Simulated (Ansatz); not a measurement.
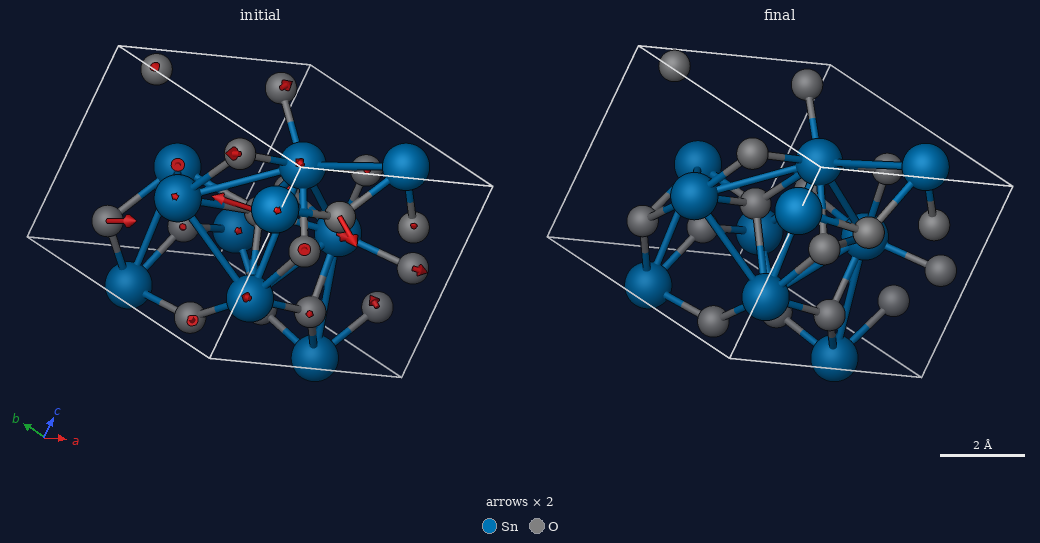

The structure of a defect cell of composition Sn9O16 (cell charge +1) before (left) and after (right) a relaxation, at one scale. The red arrows give the displacements, 2 times their true length.

The picture is a ball-and-stick view of the cell of the calculation (origin shifted), seen from a free direction.

Case: Sn interstitial, charge +1, atoms relaxed at the host's cell.

These are results of DFT PBE, scalar-relativistic, plane waves, PAW (Ansatz), not measurements. Set-up: plane-wave cutoff 420 eV; k-point mesh 3 × 3 × 3; occupations gaussian; smearing width 0.01 eV; collinear spin; atoms relaxed in a fixed cell; force threshold 0.025 eV/Å; at most 45 steps.

> Describe what moved and what it gained.

An O atom moves most: 0.65 Å along [−3 2 0]. By element the largest moves are O 0.65 Å, Sn 0.25 Å. The lattice vectors keep their values. Near-neighbour distances that change, for instance: O–Sn 2.120 → 2.904 Å, O–Sn 2.598 → 2.085 Å, O–Sn 2.903 → 2.403 Å, O–Sn 2.882 → 2.403 Å. Bond angles that change, for instance: Sn–O–Sn 133.4° → 120.1°, Sn–O–Sn 117.1° → 129.0°, Sn–O–Sn 117.8° → 129.1°. After 16 accepted moves (22 points after the start) the energy has fallen by 0.685 eV per cell of the calculation. The largest force component goes from 1.1 to 0.018 eV/Å. The line search rejected the trial steps at points 3, 8, 12, 16, 18 of the run. 1 step only repeated the SCF at the same geometry. The program noted that the starting moments weren't kept.

Limits of the set-up: the periodic images lie only 6.8 Å apart, so the values are limited by the cell's size; the cell is charged, on a uniform background, and energies carry no finite-size correction.
